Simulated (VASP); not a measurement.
System: zincblende CdTe, space group F-43m, 2 atoms in the primitive cell.

```cif
data_structure
_symmetry_space_group_name_H-M 'P 1'
_symmetry_Int_Tables_number 1
_cell_length_a 4.5326
_cell_length_b 4.5326
_cell_length_c 4.5326
_cell_angle_alpha 60.000
_cell_angle_beta 60.000
_cell_angle_gamma 60.000
_cell_volume 65.84
loop_
_atom_site_label
_atom_site_type_symbol
_atom_site_fract_x
_atom_site_fract_y
_atom_site_fract_z
_atom_site_occupancy
Te1 Te 0.75000 0.75000 0.75000 1
Cd1 Cd 0.00000 0.00000 0.00000 1
```

Computed with VASP 6.6.1: TB-mBJ, VASP PAW PBE potentials, release 64 (Te, Cd), no spin polarisation, no spin-orbit coupling, 8×8×8 k mesh, 520 eV cutoff, Gaussian smearing of 0.02 eV.

What will the band structure look like? The path is Γ–X–W–K–Γ–L–U–W–L–K|U–X.

The bands leave a gap. The gap along this path is 1.92 eV and direct: both edges lie at Γ. Three bands meet at the valence-band top at Γ: it is triply degenerate (spin aside). The top valence band spans 2.1 eV and the lowest conduction band 3.0 eV. The direct gaps are 5.03 eV at U, 6.99 eV at W and 1.92 eV at Γ.

The PAW data sets were made with another functional. Spin-orbit coupling is left out, which matters for Te. This is a model potential built to give gaps, with no total energy.

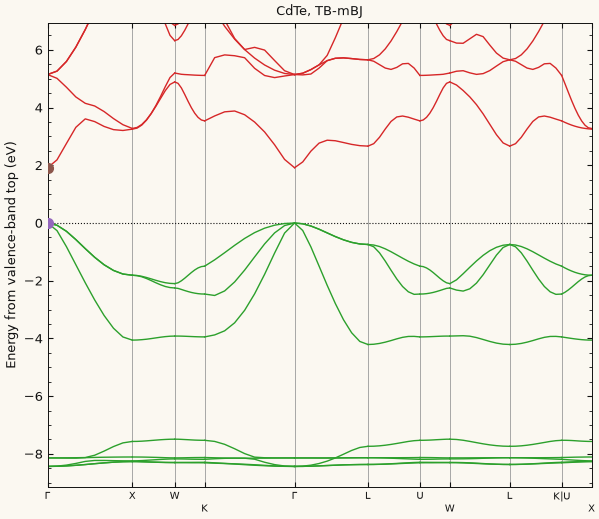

Band structure. Energies are counted from the top of the valence band.
